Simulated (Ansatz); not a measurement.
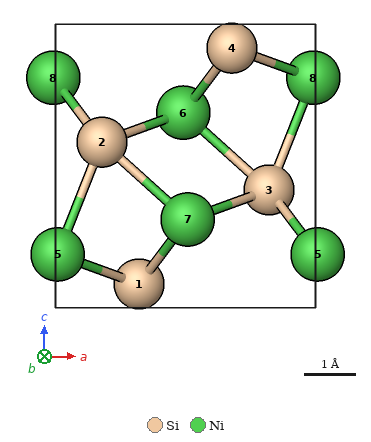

**Figure 1.** The input geometry (ball-and-stick view of the cell of the calculation, along the b axis; atoms are numbered from 1 in the order of the input). Near neighbours in the crystal (not all of them lie inside the picture): Si has 6 Ni at 2.29 to 2.41 Å; Ni has 6 Si at 2.29 to 2.41 Å.

# NiSi: band-structure calculation

The run: band-structure calculation of NiSi (Pnma, 8 atoms in the cell). Method and program: DFT PBE without spin polarisation, scalar-relativistic, plane waves, PAW, no spin polarisation (Ansatz 0.2.0).

The structure derives from an entry of the Crystallography Open Database. Figures and captions count atoms from 1; the log counts them from 0 in places.

**Input file**
```yaml
crystal:
  lattice:
    - [5.1512635175, 0.0, 0.0]
    - [0.0, 3.3777567876, 0.0]
    - [0.0, 0.0, 5.6187264731]
  atoms:
    - { symbol: Si, position: [0.3213548306, 0.75, 0.0841685872] }
    - { symbol: Si, position: [0.1786451694, 0.25, 0.5841685872] }
    - { symbol: Si, position: [0.8213548306, 0.75, 0.4158314128] }
    - { symbol: Si, position: [0.6786451694, 0.25, 0.9158314128] }
    - { symbol: Ni, position: [0.008305021, 0.25, 0.1884531108] }
    - { symbol: Ni, position: [0.491694979, 0.75, 0.6884531108] }
    - { symbol: Ni, position: [0.508305021, 0.25, 0.3115468892] }
    - { symbol: Ni, position: [0.991694979, 0.75, 0.8115468892] }
basis:
  ecutwfc: 420
  ecutrho_ratio: 4
kpoints:
  mp_grid: { grid: [8, 10, 6] }
  band_path:
    path:
      - [[0.0, 0.0, 0.0], [0.5, 0.0, 0.0], [0.5, 0.5, 0.0], [0.0, 0.5, 0.0], [0.0, 0.0, 0.0], [0.0, 0.0, 0.5], [0.5, 0.0, 0.5], [0.5, 0.5, 0.5], [0.0, 0.5, 0.5], [0.0, 0.0, 0.5]]
      - [[0.5, 0.0, 0.0], [0.5, 0.0, 0.5]]
      - [[0.0, 0.5, 0.0], [0.0, 0.5, 0.5]]
      - [[0.5, 0.5, 0.0], [0.5, 0.5, 0.5]]
    npoints: 14
hamiltonian:
  xc: pbe
scf:
  occupations: { method: gaussian, width: 0.05 }
  n_extra_bands: 28
output:
  forces: true
  stress: true
  eigenvalues: true
  populations: true
  dos: { projected: true, de: 0.02, nscf_kmesh: { grid: [12, 15, 9] } }
  bader: true
```

Hardware: 2 threads of Arm Neoverse V1, 24 GiB of memory available, shared host.

Launched with:
```bash
ansatz run input.yaml --threads 2 --pin off --max-ram 5120MiB --backend cpu --events-out ev --progress --plain --runs-dir out
```

**The program's output**
```
scf.n_extra_bands = 28 over 44 filled bands (N_el = 88.0): the run solves 72 bands
Engine: ansatz 0.2.0, aarch64-unknown-linux-gnu
Pseudopotentials: kind: paw
Pseudopotential: Si, paw, valence charge 4, recommended cutoff 420 eV (normal), Si.paw.azcp
Pseudopotential: Ni, paw, valence charge 18, recommended cutoff 420 eV (normal), Ni.paw.azcp
Functional definition: PBE
  parameter kappa = 0.804
  parameter beta = 0.06672455060314922
  exchange = pbe_x(kappa = kappa, mu = beta*pi^2/3)
  correlation = pbe_c(beta = beta)
Crystal: 8 atoms, lattice volume = 97.764 Å³
Basis set: ecut = 420 eV, 1905 PW (Γ), exchange–correlation on 72×48×80 points (8 copies of the dense FFT grid, shifted against one another)
Bands: 72, of which v1, the nominal top of the filled ones, is band 44 counted from 1 (43 counted from 0)
Symmetry: 8 space group operations
Space group: Pnma (ITA 62), of the structure as read, at distance tolerance 4.6e-5 Å
k-points: 120 of 480
Non-local potential: Si, projectors of the file, l = 0: 2, l = 1: 2, l = 2: 2
Non-local potential: Ni, projectors of the file, l = 0: 3, l = 1: 2, l = 2: 3, l = 3: 1
PAW form: soft (Blöchl's): semilocal exchange-correlation on the pseudo side does not see the compensation charge
PAW one-centre angular grid: Si, 110 points (default); XC on 64 Gauss nodes
PAW one-centre angular grid: Ni, 590 points (default); XC on 64 Gauss nodes
Initial density: superposition of atomic densities (neutral atoms: chi_scale 0, normalization atom), corrected by the library's trained network
Initial wavefunctions: pseudopotential atomic-orbital guess
Functional: x = pbe(κ = 0.804, μ = 0.2195149727645171), c = pbe(β = 0.06672455060314922)
SCF iter   1: F=—  HF=-25906.158735 eV  |F-HF|=—  |Δ(HF+E_count)|=         —  Δρ=3.32e-3  dr2=2.52e-3  ethr=1.77e-3  ⟨swp⟩=5.3  Hψ=34847  notcnv=0  defer=1329
preconditioner: auto → Kerker (q_TF=auto, 2.681 Å⁻¹)  [metal: Δε(μ)=0.026 eV  Ē_g=12.592 eV  σ=0.050 eV  W_gap=0.28  n_scr=34 (ndim 8)  ℏωp=28.1 eV  f_vac=0.000  D(μ)=1.61/eV (n_scr^D=8)]
SCF iter   2: F=—  HF=-25906.159027 eV  |F-HF|=—  |Δ(HF+E_count)|=   2.92e-4  Δρ=1.91e-3  dr2=1.30e-3  ethr=2.86e-6  ⟨swp⟩=2.1  Hψ=14815  notcnv=0  defer=1928
SCF iter   3: F=—  HF=-25906.159181 eV  |F-HF|=—  |Δ(HF+E_count)|=   1.54e-4  Δρ=7.15e-4  dr2=2.79e-4  ethr=1.47e-6  ⟨swp⟩=2.0  Hψ=8457  notcnv=0  defer=1928
SCF iter   4: F=—  HF=-25906.159140 eV  |F-HF|=—  |Δ(HF+E_count)|=   4.08e-5  Δρ=2.16e-4  dr2=3.16e-5  ethr=3.18e-7  ⟨swp⟩=2.1  Hψ=8085  notcnv=0  defer=1928
SCF iter   5: F=—  HF=-25906.159134 eV  |F-HF|=—  |Δ(HF+E_count)|=   6.47e-6  Δρ=4.65e-5  dr2=2.21e-6  ethr=3.59e-8  ⟨swp⟩=2.4  Hψ=9472  notcnv=0  defer=1928
SCF iter   6: F=—  HF=-25906.159133 eV  |F-HF|=—  |Δ(HF+E_count)|=   3.77e-7  Δρ=1.24e-5  dr2=1.15e-7  ethr=2.51e-9  ⟨swp⟩=2.1  Hψ=9286  notcnv=0  defer=1928
SCF iter   7: F=-25906.159133 eV  HF=-25906.159133 eV  |F-HF|=7.56e-8  |Δ(HF+E_count)|=   1.66e-8  Δρ=1.09e-5  dr2=7.56e-8  ethr=1.14e-10  ⟨swp⟩=10.9  Hψ=45427  notcnv=0
SCF 1 converged in 7 iterations: F = -25906.159133 eV  dr2 = 7.56e-8
  greatest PAW one-centre occupation: 1.000 electrons in one spin orbital (limit 2), on the Ni atom at site 6 (counted from 0), in its partial waves of l = 1
```

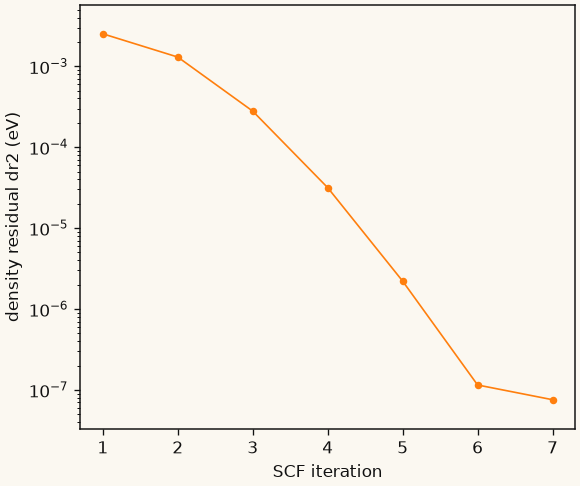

**Figure 2.** Convergence of the self-consistent field: density residual dr2 against the SCF iteration. The residual falls at every step.

```
NSCF: frozen V_eff on 172 k-points
NSCF: frozen V_eff on 280 k-points
SCF converged after 7 iterations
Free energy (F): -25906.159133 eV
Harris-Foulkes:  -25906.159133 eV  (|F-HF|=7.56e-8)
Internal energy: -25906.157143 eV  (E = F + TS)
E sigma→0 (E₀):  -25906.158138 eV
Entropy (-TS):   -0.001990 eV (-0.249 meV/atom)
Fermi energy:    14.531401 eV
--- Per-component energies (eV) ---
  E_band       = -1316.011501
  E_kinetic    = 1308.945499
  E_local      = -17898.229244  (includes V_loc(G=0)·N_el)
  E_nonlocal   = 2636.268741
  E_hartree    = 7691.605304
  E_xc         = -568.777475
  E_vxc        = -636.427820  (∫ρ·V_xc dr)
  E_paw        = -8568.487618  (= ΣΔE_a)
  E_vpaw       = -2109.827355  (= ΣTr[D̂ρ^β])
  E_aug_tail   = 0.002227  (compensation charges beyond the density's cutoff)
  E_ewald      = -10507.484578
  E_smearing   = -0.001990  (= −TS)
  E_closure    = 0.000000  (closes the sum)
  Σ components = -25906.159133   (vs F -25906.159133, Δ=0.00e0)
--- Forces (eV/Å), atoms counted from 1 ---
  atom   1  Si     0.00008100     0.00000000     0.00242593
  atom   2  Si    -0.00008100     0.00000000     0.00242593
  atom   3  Si     0.00008100     0.00000000    -0.00242593
  atom   4  Si    -0.00008100     0.00000000    -0.00242593
  atom   5  Ni     0.00025491     0.00000000     0.00111679
  atom   6  Ni    -0.00025491     0.00000000     0.00111679
  atom   7  Ni     0.00025491     0.00000000    -0.00111679
  atom   8  Ni    -0.00025491     0.00000000    -0.00111679
  max |Σ_I F_I| component: 1.30e-18 eV/Å
--- Stress (GPa, compression-positive) ---
       -0.009752       0.000000       0.000000
        0.000000      -0.006922       0.000000
        0.000000       0.000000      -0.002496
  P = ⅓ Tr σ = -0.0064 GPa (-0.064 kbar)
--- Band table (eV; the first three rows and the last of 120) ---
  k-point 0: bands = ["-89.3494", "-89.3460", "-89.3450", "-89.3416", "-49.8095", "-49.8051", "-49.7876", "-49.7800", "-49.7491", "-49.7489", "-49.7313", "-49.7263", "-49.7162", "-49.7112", "-49.7039", "-49.7008", "1.5947", "4.9334", "6.1979", "6.7920", "8.0614", "8.5528", "10.2070", "10.5679", "10.6526", "10.7156", "10.7333", "10.7598", "10.9705", "11.2579", "11.4745", "11.5822", "11.7656", "11.9314", "12.1777", "12.2477", "12.3460", "12.4239", "12.4780", "12.6276", "12.7249", "13.3840", "13.4185", "13.6210", "15.1673", "15.7969", "17.8309", "18.3520", "18.5574", "19.0559", "19.3461", "20.5425", "20.7985", "21.2015", "21.3443", "21.4533", "22.8880", "23.4927", "24.2826", "24.3856", "24.6351", "25.2563", "25.3352", "25.4149", "25.9074", "26.0955", "26.1391", "27.0245", "27.1568", "28.5996", "28.7088", "29.5276"]
  k-point 1: bands = ["-89.3493", "-89.3466", "-89.3444", "-89.3417", "-49.8092", "-49.8054", "-49.7871", "-49.7805", "-49.7491", "-49.7489", "-49.7311", "-49.7268", "-49.7157", "-49.7114", "-49.7037", "-49.7010", "1.7203", "4.3779", "6.5760", "6.8503", "7.9856", "8.9312", "9.8320", "10.5100", "10.5813", "10.6103", "10.6802", "10.9756", "10.9951", "11.3103", "11.4837", "11.5278", "11.8701", "11.9904", "12.1580", "12.1813", "12.1820", "12.3988", "12.4148", "12.6163", "12.9296", "13.2801", "13.6185", "13.7936", "15.3675", "16.1387", "17.2914", "18.4482", "18.6241", "18.7383", "18.9372", "20.5394", "20.9671", "21.3020", "21.3531", "21.5965", "23.2356", "23.2420", "23.5085", "23.8431", "23.9868", "25.0849", "25.5500", "25.7586", "26.2242", "26.4729", "26.5834", "27.0762", "27.7292", "28.3945", "29.7314", "30.0057"]
  k-point 2: bands = ["-89.3489", "-89.3475", "-89.3435", "-89.3421", "-49.8084", "-49.8062", "-49.7857", "-49.7819", "-49.7490", "-49.7489", "-49.7303", "-49.7279", "-49.7146", "-49.7122", "-49.7031", "-49.7015", "2.0924", "3.4900", "7.0098", "7.0743", "7.8711", "8.9699", "9.6740", "10.3482", "10.6436", "10.7148", "10.7468", "10.9814", "11.2086", "11.4314", "11.4434", "11.5439", "11.7785", "11.7923", "11.9973", "12.0354", "12.2078", "12.4314", "12.5738", "12.6011", "12.9931", "13.1602", "13.7566", "14.5557", "15.2721", "16.3893", "16.9299", "17.8479", "18.5853", "18.8260", "19.3999", "20.4783", "20.7782", "20.8406", "21.3719", "21.5758", "22.2785", "22.9383", "23.3318", "23.4918", "24.2027", "24.3115", "25.7686", "26.4369", "26.8892", "27.0685", "27.1773", "27.3572", "28.5695", "28.6332", "28.6444", "29.7689"]
  k-point 119: bands = ["-89.3454", "-89.3454", "-89.3454", "-89.3454", "-49.7970", "-49.7970", "-49.7970", "-49.7970", "-49.7274", "-49.7274", "-49.7274", "-49.7274", "-49.7206", "-49.7206", "-49.7206", "-49.7206", "5.9557", "5.9557", "5.9557", "5.9557", "8.0780", "8.0780", "8.0780", "8.0780", "10.8907", "10.8907", "10.8907", "10.8907", "11.2990", "11.2990", "11.2990", "11.2990", "11.9948", "11.9948", "11.9948", "11.9948", "12.4034", "12.4034", "12.4034", "12.4034", "12.6892", "12.6892", "12.6892", "12.6892", "17.0451", "17.0451", "17.0451", "17.0451", "18.0200", "18.0200", "18.0200", "18.0200", "20.4797", "20.4797", "20.4797", "20.4797", "21.1385", "21.1385", "21.1385", "21.1385", "26.6770", "26.6770", "26.6770", "26.6770", "28.7463", "28.7463", "28.7463", "28.7463", "31.1295", "31.1295", "31.1295", "31.1295"]
--- Löwdin populations: 8 sites ---
  site symbol       q [e]
     0     Si      4.2592
     1     Si      4.2592
     2     Si      4.2592
     3     Si      4.2592
     4     Ni     17.4941
     5     Ni     17.4941
     6     Ni     17.4941
     7     Ni     17.4941
  spilling = 0.011212 (of n_electrons = 88.000000)
--- Bader charges: 8 sites ---
  site symbol  charge [e]  shift [e]
     0     Si      0.4429     0.0085
     1     Si      0.4429     0.0085
     2     Si      0.4429     0.0085
     3     Si      0.4429     0.0085
     4     Ni     -0.4429     0.0085
     5     Ni     -0.4429     0.0085
     6     Ni     -0.4429     0.0085
     7     Ni     -0.4429     0.0085
  estimated error of the sums over rays = 8.3e-4 e
```

**File bader_charges.tsv**
```
# site	symbol	x_ang	y_ang	z_ang	partial_charge_e	electrons	volume_ang3	relative_density_drop	shared_charge_e	partial_wave_shift_e
# quadrature_error_electrons = 8.3e-4
0	Si	1.6554	2.5333	0.4729	0.44290	13.55710	12.26	-	0.44290	0.00847
1	Si	0.9202	0.8444	3.2823	0.44288	13.55712	12.26	-	0.44288	0.00847
2	Si	4.2310	2.5333	2.3364	0.44287	13.55713	12.26	-	0.44287	0.00847
3	Si	3.4959	0.8444	5.1458	0.44287	13.55713	12.26	-	0.44287	0.00847
4	Ni	0.0428	0.8444	1.0589	-0.44287	28.44287	12.19	-	-0.44287	0.00847
5	Ni	2.5329	2.5333	3.8682	-0.44289	28.44289	12.19	-	-0.44289	0.00847
6	Ni	2.6184	0.8444	1.7505	-0.44287	28.44287	12.19	-	-0.44287	0.00847
7	Ni	5.1085	2.5333	4.5599	-0.44288	28.44288	12.19	-	-0.44288	0.00847
```

**File populations.tsv**
```
# site	symbol	l	j	q
# orbitals = lowdin
# n_electrons = 88.000000
# spilling = 0.011212
0	Si	0_3S	-	1.401374
0	Si	1_3P	-	2.857865
1	Si	0_3S	-	1.401374
1	Si	1_3P	-	2.857865
2	Si	0_3S	-	1.401374
2	Si	1_3P	-	2.857865
3	Si	0_3S	-	1.401374
3	Si	1_3P	-	2.857865
4	Ni	0_3S	-	1.987345
4	Ni	0_4S	-	0.580610
4	Ni	1_3P	-	5.993693
4	Ni	2_3D	-	8.932456
5	Ni	0_3S	-	1.987345
5	Ni	0_4S	-	0.580610
5	Ni	1_3P	-	5.993693
5	Ni	2_3D	-	8.932456
6	Ni	0_3S	-	1.987345
6	Ni	0_4S	-	0.580610
6	Ni	1_3P	-	5.993693
6	Ni	2_3D	-	8.932456
7	Ni	0_3S	-	1.987345
7	Ni	0_4S	-	0.580610
7	Ni	1_3P	-	5.993693
7	Ni	2_3D	-	8.932456
```

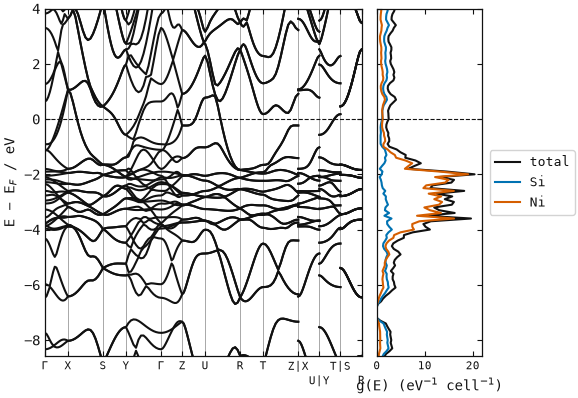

**Figure 3.** Band structure along Γ–X–S–Y–Γ–Z–U–R–T–Z|X–U|Y–T|S–R and density of states (projected on Löwdin-orthogonalised atomic shells), with energies from the Fermi level. Bands cross the Fermi level: a metal at this level of theory.

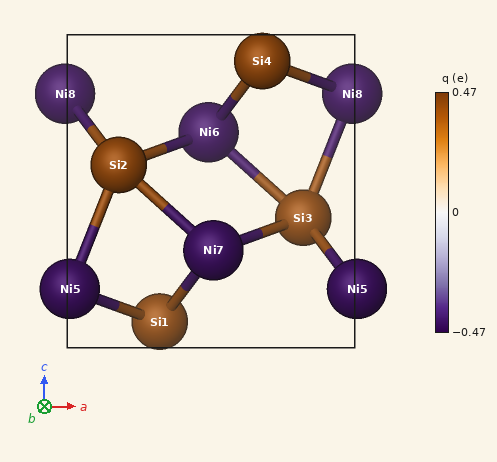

**Figure 4.** Bader charges, as the colour of each atom (ball-and-stick view of the cell of the calculation, along the b axis; atoms are numbered from 1 in the order of the input). By element: Si +0.44 and Ni −0.44 e.

**Summary**

- outcome: converged
- space group (tolerance 0.01 Å): Pnma (62)
- electrons treated: 88
- free energy: −25906.1591 eV
- Fermi energy: 14.531 eV
- gap on the k-point mesh: none (metallic)
- pressure: −0.01 GPa
- largest force (length of the vector): 0.002 eV/Å
- wall time: 2.2 min (CPU time 4.4 min)
- peak memory: 1.3 GiB

**Remarks**

The run has no spin polarisation, so a magnetic state may lie lower.
